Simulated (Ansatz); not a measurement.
**Geometry relaxation, with input and output: Zn$_{21}$S$_{20}$ (charge +1) (part 1 of 3)**

System: Zn$_{21}$S$_{20}$ (defect cell, 41 atoms in the cell, total charge +1).
Method: DFT PBE, scalar-relativistic, plane waves, PAW, spin-polarised (Ansatz 0.2.0).

The structure derives from a Materials Project entry. It belongs to a series of runs on one base structure; here: S vacancy (site a), charge +1, atoms relaxed at the host's cell, started again with a moment of 3 μB.

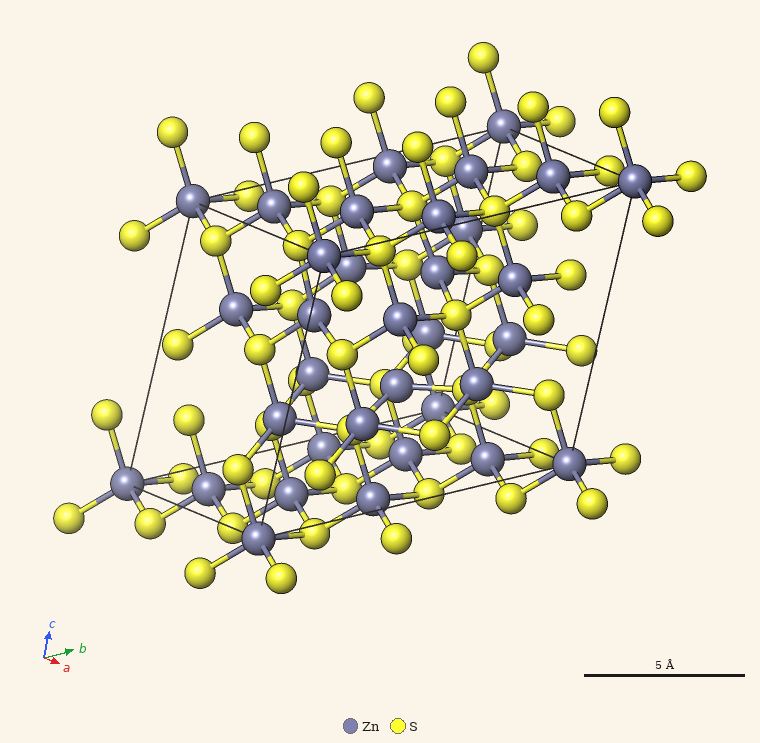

The starting structure (ball-and-stick view of the cell of the calculation, seen slightly off an axis; bonded neighbours outside the cell are drawn too). An atom can appear more than once, as a periodic image.

Input
```yaml
crystal:
  lattice:
    - [9.6155108966, -3.3309106827, 0.0]
    - [7.6924087173, 6.6618213655, 0.0]
    - [5.769306538, 1.1103035609, 9.4492875734]
  atoms:
    - { symbol: Zn, position: [-0.0002873744, -0.0002873744, 1.0008621231] }
    - { symbol: Zn, position: [0.2852185797, 0.1410348733, 0.999858484] }
    - { symbol: Zn, position: [0.573888063, 0.2852185797, 0.999858484] }
    - { symbol: Zn, position: [0.1410348733, 0.573888063, 0.999858484] }
    - { symbol: Zn, position: [0.8576825823, 0.4285193772, 0.9997636302] }
    - { symbol: Zn, position: [0.4285193772, 0.7140344104, 0.9997636302] }
    - { symbol: Zn, position: [0.7140344104, 0.8576825823, 0.9997636302] }
    - { symbol: Zn, position: [0.7775216888, 0.7775216888, 0.6674349336] }
    - { symbol: Zn, position: [0.0618962898, 0.9209476606, 0.6692466021] }
    - { symbol: Zn, position: [0.3479094474, 0.0618962898, 0.6692466021] }
    - { symbol: Zn, position: [0.9209476606, 0.3479094474, 0.6692466021] }
    - { symbol: Zn, position: [0.6470191798, 0.1859154309, 0.6735352278], spin: 0.75 }
    - { symbol: Zn, position: [0.1859154309, 0.4935301615, 0.6735352278], spin: 0.75 }
    - { symbol: Zn, position: [0.4935301615, 0.6470191798, 0.6735352278], spin: 0.75 }
    - { symbol: Zn, position: [0.5640546803, 0.5640546803, 0.3078359592], spin: 0.75 }
    - { symbol: Zn, position: [0.8436963141, 0.6977498782, 0.3328147636] }
    - { symbol: Zn, position: [0.1257390441, 0.8436963141, 0.3328147636] }
    - { symbol: Zn, position: [0.6977498782, 0.1257390441, 0.3328147636] }
    - { symbol: Zn, position: [0.410819743, 0.9859852566, 0.3324188991] }
    - { symbol: Zn, position: [0.9859852566, 0.2707761014, 0.3324188991] }
    - { symbol: Zn, position: [0.2707761014, 0.410819743, 0.3324188991] }
    - { symbol: S, position: [0.9165663831, 0.9165663831, 0.2503008506] }
    - { symbol: S, position: [0.2019826678, 0.0603026723, 0.2492134316] }
    - { symbol: S, position: [0.4885012283, 0.2019826678, 0.2492134316] }
    - { symbol: S, position: [0.0603026723, 0.4885012283, 0.2492134316] }
    - { symbol: S, position: [0.7749157, 0.3427573592, 0.2514904961] }
    - { symbol: S, position: [0.3427573592, 0.6308364447, 0.2514904961] }
    - { symbol: S, position: [0.6308364447, 0.7749157, 0.2514904961] }
    - { symbol: S, position: [0.7594715175, 0.613393594, 0.5828127615] }
    - { symbol: S, position: [0.044322127, 0.7594715175, 0.5828127615] }
    - { symbol: S, position: [0.613393594, 0.044322127, 0.5828127615] }
    - { symbol: S, position: [0.3280454593, 0.9008299386, 0.5824234091] }
    - { symbol: S, position: [0.9008299386, 0.188701193, 0.5824234091] }
    - { symbol: S, position: [0.188701193, 0.3280454593, 0.5824234091] }
    - { symbol: S, position: [0.6943449531, 0.6943449531, 0.9169651408] }
    - { symbol: S, position: [0.9788644476, 0.8384432517, 0.9169552337] }
    - { symbol: S, position: [0.2657370669, 0.9788644476, 0.9169552337] }
    - { symbol: S, position: [0.8384432517, 0.2657370669, 0.9169552337] }
    - { symbol: S, position: [0.5497991214, 0.124830454, 0.917096295] }
    - { symbol: S, position: [0.124830454, 0.4082741296, 0.917096295] }
    - { symbol: S, position: [0.4082741296, 0.5497991214, 0.917096295] }
  host:
    lattice:
      - [1.9231021793, 1.1103035609, 9.4492875734]
      - [-1.9231021793, 1.1103035609, 9.4492875734]
      - [0.0, -2.2206071218, 9.4492875734]
    atoms:
      - { symbol: Zn, position: [0.999965906, 0.999965906, 0.999965906] }
      - { symbol: Zn, position: [0.2222538459, 0.2222538459, 0.2222538459] }
      - { symbol: Zn, position: [0.4445320889, 0.4445320889, 0.4445320889] }
      - { symbol: S, position: [0.0832951068, 0.0832951068, 0.0832951068] }
      - { symbol: S, position: [0.5278530973, 0.5278530973, 0.5278530973] }
      - { symbol: S, position: [0.305425955, 0.305425955, 0.305425955] }
total_charge: 1
basis:
  ecutwfc: 420
  xc_grid: 2
kpoints:
  mp_grid: { grid: [2, 2, 2], shift: [0.0, 0.0, 0.0] }
hamiltonian:
  xc: pbe
scf:
  occupations: { method: gaussian, width: 0.01 }
output:
  forces: true
  stress: false
  eigenvalues: true
  populations: true
  charged_corrections:
    defect_position: [0.4721469, 0.4721469, 0.58355929]
    epsilon: [[9.1422, 0.0, 0.0], [0.0, 9.1422, 0.0], [0.0, 0.0, 9.5498]]
  write_density: true
  write_potential: true
  elf: true
  volumetric_format: npy
magnetization:
  spin_polarized: true
relax:
  adjacent_minimum: "off"
  f_tol: 0.025
  max_steps: 45
```

Command:
```bash
ansatz run input.yaml --threads 4 --pin off --max-ram 10240MiB --backend cpu --events-out ev --progress --plain --runs-dir out
```

The program's output
```
Engine: ansatz 0.2.0, x86_64-unknown-linux-gnu
Pseudopotentials: kind: paw
Pseudopotential: Zn, paw, valence charge 12, recommended cutoff 420 eV (normal), Zn.paw.azcp
Pseudopotential: S, paw, valence charge 6, recommended cutoff 420 eV (normal), S.paw.azcp
Functional definition: PBE
  parameter kappa = 0.804
  parameter beta = 0.06672455060314922
  exchange = pbe_x(kappa = kappa, mu = beta*pi^2/3)
  correlation = pbe_c(beta = beta)
Crystal: 41 atoms, lattice volume = 847.408 Å³
Basis set: ecut = 420 eV, 16543 PW (Γ), exchange–correlation on 144×144×150 points (8 copies of the dense FFT grid, shifted against one another)
Bands: 228, of which v1, the nominal top of the filled ones, is band 186 counted from 1 (185 counted from 0)
Symmetry: 3 space group operations
Space group: R3 (ITA 146), of the structure as read, at distance tolerance 9.5e-5 Å
Magnetic group: BNS 146.10 (UNI 1240), of the structure as read, at distance tolerance 9.5e-5 Å
k-points: 4 of 8
Non-local potential: Zn, projectors of the file, l = 0: 2, l = 1: 2, l = 2: 3, l = 3: 1
Non-local potential: S, projectors of the file, l = 0: 2, l = 1: 2, l = 2: 2
PAW form: soft (Blöchl's): semilocal exchange-correlation on the pseudo side does not see the compensation charge
PAW one-centre angular grid: Zn, 590 points (default); XC on 64 Gauss nodes
PAW one-centre angular grid: S, 110 points (default); XC on 64 Gauss nodes
Initial density: superposition of atomic densities (chi_scale 0.1, normalization cell, long waves kept (reshape's long-wave potential 0.11 eV rms))
Starting moments: Σ|m| = 3 μB on 4 of 41 sites
Initial wavefunctions: pseudopotential atomic-orbital guess
Functional: x = pbe(κ = 0.804, μ = 0.2195149727645171), c = pbe(β = 0.06672455060314922)
iter 1 solved again at ethr=2.90e-3 eV; its pass at ethr=3.10e-3 eV (dr2=1.08e1 eV) is discarded
SCF iter   1: F=—  HF=-87780.500070 eV  |F-HF|=—  |Δ(HF+E_count)|=         —  Δρ=3.83e-2 (↑2.67e-2 ↓3.83e-2)  dr2=1.08e1  dr2_m=4.21e0  M=0.454 μB ∫|m|=0.504 μB  β_m=0.30  ethr=2.90e-3  ⟨swp⟩=7.9  Hψ=10938  notcnv=0  defer=1
preconditioner: auto → Resta (q_TF=auto, 2.377 Å⁻¹)  ε∞=5.9  [insulator: Δε(μ)=0.019 eV  Ē_g=11.057 eV  σ=0.010 eV  W_gap=0.71  n_scr=192 (ndim 8)  ℏωp=24.6 eV  f_vac=0.022  D(μ)=25.20/eV (n_scr^D=174)  ε∞_Penn≈5.9]
spin=Collinear: Resta preconditioning applied to the charge; magnetization (m = ρ↑ − ρ↓) channel mixes plain (no charge-response kernel on spin).
SCF iter   2: F=—  HF=-87778.601929 eV  |F-HF|=—  |Δ(HF+E_count)|=    1.90e0  Δρ=2.39e-2 (↑1.81e-2 ↓2.39e-2)  dr2=4.16e0  dr2_m=2.10e0  M=0.749 μB ∫|m|=0.773 μB  β_m=0.30  ethr=2.90e-3  ⟨swp⟩=3.0  Hψ=3214  notcnv=0  defer=285
SCF iter   3: F=—  HF=-87777.713473 eV  |F-HF|=—  |Δ(HF+E_count)|=   8.88e-1  Δρ=1.25e-2 (↑1.24e-2 ↓1.25e-2)  dr2=5.76e-1  dr2_m=1.06e0  M=0.750 μB ∫|m|=0.769 μB  β_m=0.30  ethr=1.12e-3  ⟨swp⟩=3.0  Hψ=3038  notcnv=0  defer=297
SCF iter   4: F=—  HF=-87777.764544 eV  |F-HF|=—  |Δ(HF+E_count)|=   5.11e-2  Δρ=8.99e-3 (↑8.99e-3 ↓8.08e-3)  dr2=8.18e-2  dr2_m=5.40e-1  M=0.750 μB ∫|m|=0.768 μB  β_m=0.30  ethr=1.55e-4  ⟨swp⟩=2.0  Hψ=3471  notcnv=0  defer=297
SCF iter   5: F=—  HF=-87777.827368 eV  |F-HF|=—  |Δ(HF+E_count)|=   6.28e-2  Δρ=6.42e-3 (↑6.42e-3 ↓5.68e-3)  dr2=2.35e-2  dr2_m=2.75e-1  M=0.750 μB ∫|m|=0.768 μB  β_m=0.30  ethr=2.21e-5  ⟨swp⟩=2.5  Hψ=2974  notcnv=0  defer=297
SCF iter   6: F=—  HF=-87777.851344 eV  |F-HF|=—  |Δ(HF+E_count)|=   2.40e-2  Δρ=4.38e-3 (↑4.38e-3 ↓4.18e-3)  dr2=6.27e-3  dr2_m=1.41e-1  M=0.750 μB ∫|m|=0.768 μB  β_m=0.30  ethr=6.32e-6  ⟨swp⟩=2.5  Hψ=2059  notcnv=0  defer=297
SCF iter   7: F=—  HF=-87777.866854 eV  |F-HF|=—  |Δ(HF+E_count)|=   1.55e-2  Δρ=3.14e-3 (↑2.96e-3 ↓3.14e-3)  dr2=9.28e-4  dr2_m=7.17e-2  M=0.750 μB ∫|m|=0.769 μB  β_m=0.30  ethr=1.69e-6  ⟨swp⟩=2.0  Hψ=3054  notcnv=0  defer=297
Mixer restart at iter 7: flushing history
spin-set hold released at iteration 7 (site moments contracting): the magnetisation degrees of freedom join the quasi-Newton model from the next iteration; the mixer history was flushed
SCF iter   8: F=—  HF=-87777.871670 eV  |F-HF|=—  |Δ(HF+E_count)|=   4.82e-3  Δρ=2.28e-3 (↑2.08e-3 ↓2.28e-3)  dr2=9.75e-4  dr2_m=3.67e-2  M=0.750 μB ∫|m|=0.771 μB  β_m=0.65  ethr=2.50e-7  ⟨swp⟩=2.5  Hψ=2792  notcnv=0  defer=297
SCF iter   9: F=—  HF=-87777.877660 eV  |F-HF|=—  |Δ(HF+E_count)|=   5.99e-3  Δρ=2.11e-4 (↑2.11e-4 ↓1.95e-4)  dr2=7.20e-4  dr2_m=4.66e-6  M=0.750 μB ∫|m|=0.788 μB  β_m=0.51  ethr=2.50e-7  ⟨swp⟩=3.0  Hψ=3101  notcnv=0  defer=297
SCF iter  10: F=—  HF=-87777.877023 eV  |F-HF|=—  |Δ(HF+E_count)|=   6.37e-4  Δρ=2.87e-5 (↑2.87e-5 ↓2.34e-5)  dr2=2.37e-5  dr2_m=2.26e-6  M=0.750 μB ∫|m|=0.788 μB  β_m=0.76  ethr=1.94e-7  ⟨swp⟩=2.0  Hψ=3000  notcnv=0  defer=297
SCF iter  11: F=—  HF=-87777.877049 eV  |F-HF|=—  |Δ(HF+E_count)|=   2.55e-5  Δρ=1.66e-5 (↑1.66e-5 ↓1.47e-5)  dr2=1.02e-5  dr2_m=3.10e-7  M=0.750 μB ∫|m|=0.789 μB  β_m=0.88  ethr=4.21e-9  ⟨swp⟩=18.6  Hψ=18699  notcnv=0
SCF iter  12: F=-87777.877056 eV  HF=-87777.877056 eV  |F-HF|=3.73e-7  |Δ(HF+E_count)|=   6.88e-6  Δρ=4.16e-6 (↑3.63e-6 ↓4.16e-6)  dr2=1.24e-6  dr2_m=1.98e-9  M=0.750 μB ∫|m|=0.790 μB  ethr=2.75e-9  ⟨swp⟩=10.0  Hψ=13173  notcnv=0
SCF 1 converged in 12 iterations: F = -87777.877056 eV  dr2 = 1.24e-6
  greatest PAW one-centre occupation: 0.985 electrons in one spin orbital (limit 2), on the Zn atom at site 11 (counted from 0), in its partial waves of l = 2
relax step   1: F+E_penalty+E_count = -87777.87705624 eV  Δ(F+E_penalty+E_count) = +0.000e0 eV  max|allowed force component| = 1.797e-2 eV/Å  Δτ_max = 0.0000 Å  (12 SCF iters, dr2 threshold 1.56e-5 eV, accepted)
Initial density: handed on by an earlier stage of this run
Starting moments: Σ|m| = 3 μB on 4 of 41 sites; this step starts from the density that it was given
Initial wavefunctions: those handed on with the density
iter 1 solved again at ethr=3.35e-10 eV; its pass at ethr=3.10e-3 eV (dr2=1.24e-6 eV) is discarded
SCF iter   1: F=—  HF=-87777.877056 eV  |F-HF|=—  |Δ(HF+E_count)|=         —  Δρ=4.16e-6 (↑3.63e-6 ↓4.16e-6)  dr2=1.24e-6  dr2_m=1.98e-9  M=0.750 μB ∫|m|=0.790 μB  β_m=0.30  ethr=3.35e-10  ⟨swp⟩=1.0  Hψ=4272  notcnv=0
preconditioner: auto → Resta (q_TF=auto, 2.377 Å⁻¹)  ε∞=6.5  [insulator: Δε(μ)=0.336 eV  Ē_g=10.466 eV  σ=0.010 eV  W_gap=0.67  n_scr=192 (ndim 8)  ℏωp=24.6 eV  f_vac=0.045  D(μ)=19.28/eV (n_scr^D=120)  ε∞_Penn≈6.5]
spin=Collinear: Resta preconditioning applied to the charge; magnetization (m = ρ↑ − ρ↓) channel mixes plain (no charge-response kernel on spin).
SCF iter   2: F=—  HF=-87777.877056 eV  |F-HF|=—  |Δ(HF+E_count)|=   1.91e-7  Δρ=3.14e-6 (↑2.74e-6 ↓3.14e-6)  dr2=8.34e-7  dr2_m=1.29e-9  M=0.750 μB ∫|m|=0.790 μB  β_m=0.65  ethr=3.35e-10  ⟨swp⟩=1.6  Hψ=1531  notcnv=0
SCF iter   3: F=—  HF=-87777.877057 eV  |F-HF|=—  |Δ(HF+E_count)|=   5.49e-7  Δρ=2.54e-6 (↑2.42e-6 ↓2.54e-6)  dr2=2.80e-7  dr2_m=2.04e-10  M=0.750 μB ∫|m|=0.789 μB  β_m=0.58  ethr=2.25e-10  ⟨swp⟩=2.0  Hψ=2810  notcnv=0
SCF iter   4: F=-87777.877057 eV  HF=-87777.877057 eV  |F-HF|=3.78e-10  |Δ(HF+E_count)|=   4.74e-8  Δρ=3.93e-7 (↑3.93e-7 ↓3.78e-7)  dr2=8.46e-9  dr2_m=4.39e-11  M=0.750 μB ∫|m|=0.789 μB  ethr=2.70e-11  ⟨swp⟩=6.4  Hψ=11586  notcnv=0
SCF 2 converged in 4 iterations: F = -87777.877057 eV  dr2 = 8.46e-9
relax step   2: F+E_penalty+E_count = -87777.87705665 eV  Δ(F+E_penalty+E_count) = -4.139e-7 eV  max|allowed force component| = 1.777e-2 eV/Å  Δτ_max = 0.0000 Å  (4 SCF iters, accepted)
```

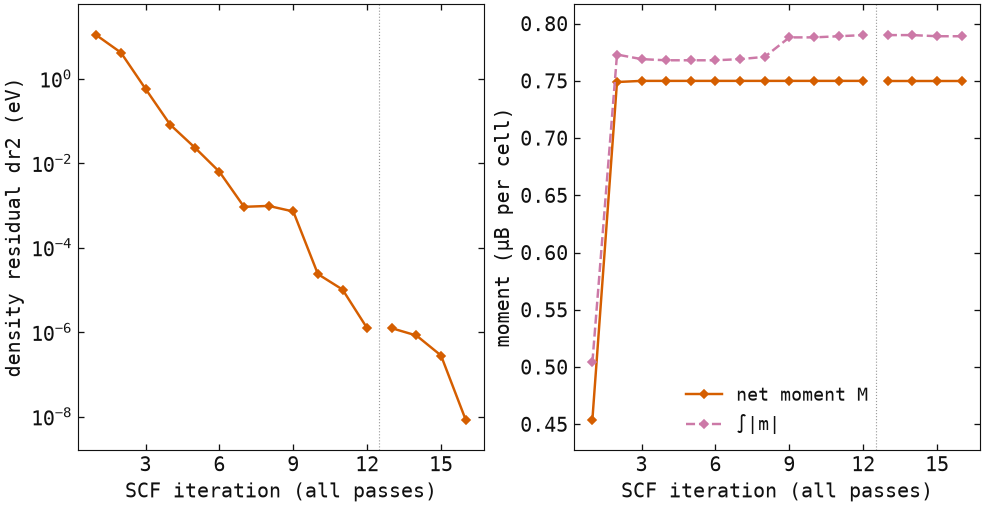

Convergence of the self-consistent field: density residual dr2 and magnetic moment against the SCF iteration. The dotted lines part the SCF passes of the relaxation: geometry steps, rejected trials and re-solves on a re-selected basis. The passes take 12 and 4 iterations. The net moment goes from 0.5 to 0.8 μB per cell.

```
SCF converged after 4 iterations
Magnetization: 0.7500 μB (185.8750 up, 185.1250 down)
Absolute magnetization: 0.7935 μB (∫|ρ↑−ρ↓|, with the PAW one-centre terms)
Spin contamination: 0.0043 ħ² per cell (⟨S²⟩ above its minimum at these occupations)
Per-site moments (μB) at R_I (Å): [(-3.2152670201718104e-5, 0.9709437709912221), (-0.00013274035830571898, 0.967416099207285), (-0.00013274035830575018, 0.9674160992072856), (-0.0001327403583057566, 0.9674160992072854), (0.002540911450557102, 0.9688406784861272), (0.002540911450557249, 0.9688406784861289), (0.0025409114505572433, 0.9688406784861292), (0.00396533564988557, 0.9726266080091915), (0.001550251487071976, 0.9655281280106595), (0.0015502514870719404, 0.9655281280106591), (0.001550251487071931, 0.9655281280106591), (0.01820109526971107, 0.9524992925671215), (0.01820109526971105, 0.9524992925671215), (0.018201095269711174, 0.9524992925671216), (0.012905403915524605, 0.949406800337075), (1.7918834351375255e-5, 0.9674610834652916), (1.7918834351630334e-5, 0.9674610834652908), (1.7918834351427073e-5, 0.9674610834652914), (-7.825528716778451e-5, 0.9671512691723905), (-7.825528716801608e-5, 0.9671512691723901), (-7.825528716806757e-5, 0.9671512691723909), (0.00024026088292660537, 0.968263081585392), (0.00023901652257652544, 0.9671512691723905), (0.00023901652257644242, 0.9671512691723909), (0.00023901652257639114, 0.9671512691723901), (0.008357744346191546, 0.9494068003370765), (0.008357744346191654, 0.9494068003370765), (0.008357744346191687, 0.949406800337075), (0.009308894267148551, 0.9542334225805216), (0.009308894267148654, 0.9542334225805221), (0.009308894267148687, 0.9542334225805226), (0.009335144680925117, 0.9542666214292153), (0.009335144680925167, 0.9542666214292139), (0.00933514468092505, 0.9542666214292158), (0.00012981534667577633, 0.9721297820127003), (0.0005187042879995651, 0.9655281280106595), (0.0005187042879996066, 0.9655281280106591), (0.0005187042879995013, 0.9655281280106591), (0.009631321284287323, 0.9524992925671215), (0.009631321284287333, 0.9524992925671215), (0.009631321284287397, 0.9524992925671216)]
Free energy (F): -87777.877057 eV
Harris-Foulkes:  -87777.877057 eV  (|F-HF|=3.78e-10)
Internal energy: -87777.876093 eV  (E = F + TS)
E sigma→0 (E₀):  -87777.876575 eV
Entropy (-TS):   -0.000964 eV (-0.024 meV/atom)
Fermi energy:    6.822747 eV
--- Per-component energies (eV) ---
  E_band       = -67.974944
  E_kinetic    = 4874.088556
  E_local      = -43825.490838  (includes V_loc(G=0)·N_el)
  E_nonlocal   = 13470.071965
  E_hartree    = 18342.736823
  E_xc         = -4807.842283
  E_vxc        = -2819.962636  (∫ρ·V_xc dr)
  E_paw        = -50402.563626  (= ΣΔE_a)
  E_vpaw       = -8452.135805  (= ΣTr[D̂ρ^β])
  E_aug_tail   = -0.007442  (compensation charges beyond the density's cutoff)
  E_ewald      = -25428.869247
  E_smearing   = -0.000964  (= −TS)
  E_closure    = -0.000000  (closes the sum)
  E_deformation_potential = 11.301993  (in the stress; not in F)
  Σ components = -87777.877057   (vs F -87777.877057, Δ=0.00e0)
```
